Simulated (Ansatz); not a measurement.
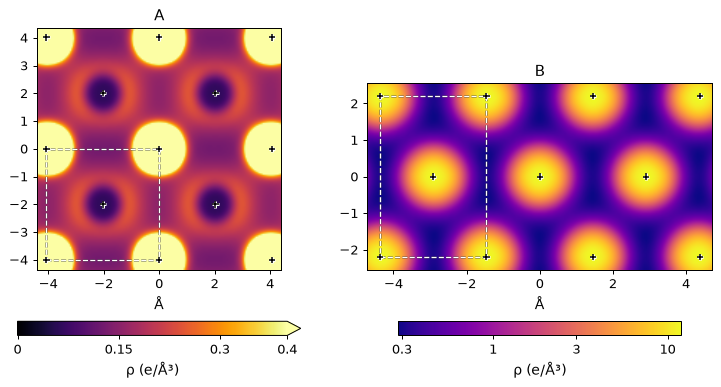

The valence charge density (pseudo) of 2 systems, each on a plane through atoms (crosses mark nuclei in the plane).

All numbers below come from Ansatz 0.2.0, DFT PBEsol, scalar-relativistic, plane waves, PAW.

System 1: TiAl, the (110) plane of the conventional cell. Space group P4/mmm; computed pressure about −4 GPa in this cell; computed without spin polarisation.

```
CELL_PARAMETERS angstrom
2.83730 0.00000 0.00000
0.00000 2.83730 0.00000
0.00000 0.00000 4.05910
ATOMIC_POSITIONS crystal
Ti 0.00000 0.00000 0.00000
Al 0.50000 0.50000 0.50000
```

System 2: Pt, the (011) plane of the conventional cell. Space group I4/mmm; a structure from a database of computed crystals, not necessarily the ambient phase; changed on purpose from its base cell (strain -0.080 along x and y, +0.040 along z, atoms carried along); computed pressure about 28 GPa in this cell.

**Which map belongs to which system?**

Panel A is system 1, TiAl: the plane holds Ti and Al. Ti–Al (2.85 Å): ρ is about 0.2 e/Å³ halfway. Panel B is system 2, Pt: the plane holds Pt. Pt–Pt (2.64 Å): ρ at the midpoint is about 0.48 e/Å³.
